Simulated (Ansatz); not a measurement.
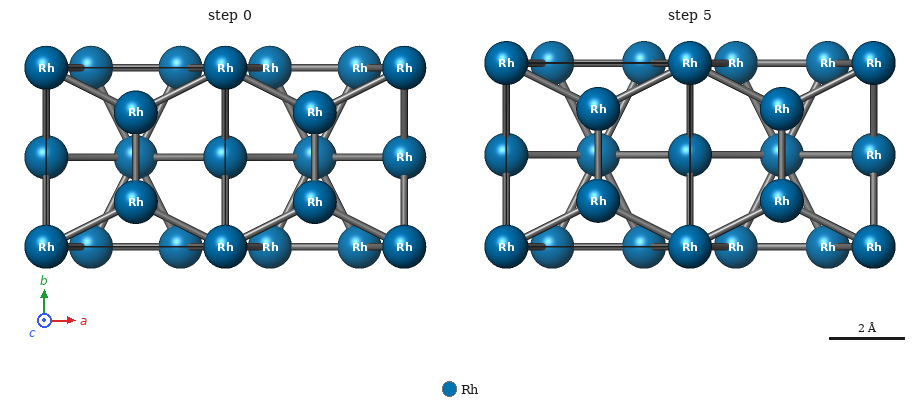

The structure of crystalline Rh (a generated structure, set up in Pm-3n) before (left) and after (right) a relaxation, at one scale.

Style: ball-and-stick. Shown: the cell of the calculation, repeated 2 × 1 × 1 with one cell outlined, along the c axis.

Phase: A15.

All numbers below come from Ansatz, DFT, RPBE, plane waves (420 eV) with PAW, scalar-relativistic.

Input file:
```yaml
crystal:
  lattice:
    - [4.7916057449, 0.0, 0.0]
    - [0.0, 4.7916057449, 0.0]
    - [0.0, 0.0, 4.7916057449]
  atoms:
    - { symbol: Rh, position: [0.0, 0.0, 0.0] }
    - { symbol: Rh, position: [0.5, 0.5, 0.5] }
    - { symbol: Rh, position: [0.25, 0.0, 0.5] }
    - { symbol: Rh, position: [0.75, 0.0, 0.5] }
    - { symbol: Rh, position: [0.5, 0.25, 0.0] }
    - { symbol: Rh, position: [0.5, 0.75, 0.0] }
    - { symbol: Rh, position: [0.0, 0.5, 0.25] }
    - { symbol: Rh, position: [0.0, 0.5, 0.75] }
hamiltonian:
  xc: rpbe
  pseudopotentials:
    kind: paw
    azcp:
      Rh: "pseudopotentials/Rh.paw.azcp"
basis:
  ecutwfc: 420
  fft_grid_basis: typed
kpoints:
  mp_grid: { grid: [6, 6, 6], shift: [0, 0, 0] }
magnetization:
  spin_polarized: false
scf:
  occupations: { method: fermi_dirac, width: 0.1 }
relax:
  max_steps: 60
  f_tol: 0.01
  cell: {}
output:
  write_density: true
  write_potential: true
  elf: true
  volumetric_format: npy
```

Run as
```bash
ansatz run input.yaml --threads 4 --pin off --max-ram 8192MiB --backend cpu --events-out ev --progress --plain --runs-dir out
```

Summarise the run.

Answer. The atoms keep their places relative to the cell (all moves are under 0.005 Å). The volume changes by +8.1 %, with a = b = c 4.792 → 4.918 Å (+2.6 %). Some distances before and after: Rh1–Rh3 2.679 → 2.749 Å, Rh3–Rh4 2.396 → 2.459 Å. The space group stays Pm-3n (No. 223). The energy falls by 65.5 meV per atom in 4 accepted moves (5 points after the start). All forces vanish by symmetry, so only the cell relaxes. Pressure: 20.44 GPa at the start and −0.03 GPa at the end. At 1 point the geometry stayed and the basis and grid were re-selected for the new cell (energy shift of 0.9 meV per atom at most each time). Cost: 18 s on 4 threads of Arm Neoverse V1, with other jobs on the host, peak memory 0.59 GiB.
